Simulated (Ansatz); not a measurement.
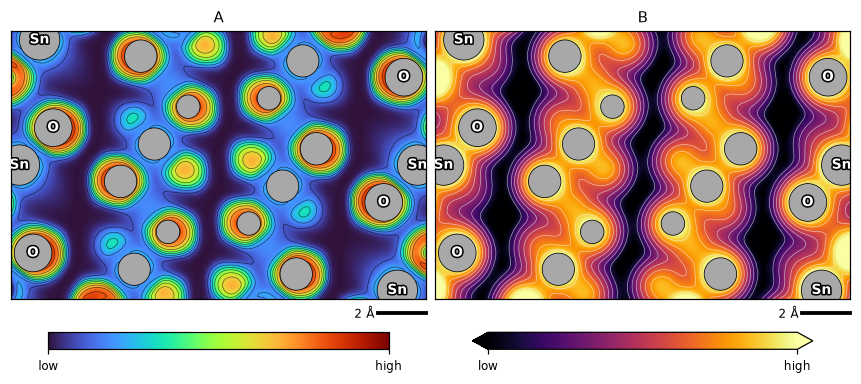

SnO2: 2 fields on the (111) plane of the conventional cell, with unlabelled colour scales. Grey discs cover the atomic cores.

Space group R-3m; a structure from a database of computed crystals, not necessarily the ambient phase; not relaxed (largest force 1.4 eV/Å); computed pressure about 4 GPa in this cell.

Theory: DFT r2SCAN, scalar-relativistic, plane waves, PAW (Ansatz).

The panels show electron localisation function and valence pseudo-density in some order. Assign them.

Answer. Panel A: electron localisation function. Panel B: valence pseudo-density. From the grid: Sn–O (2.10 Å): ρ at the midpoint is about 0.63 e/Å³; the ELF peaks at about 0.80 in the valence shell of O, 0.6 Å from its nucleus, and is about 0.25 at the midpoint (no localised pair shows between them).
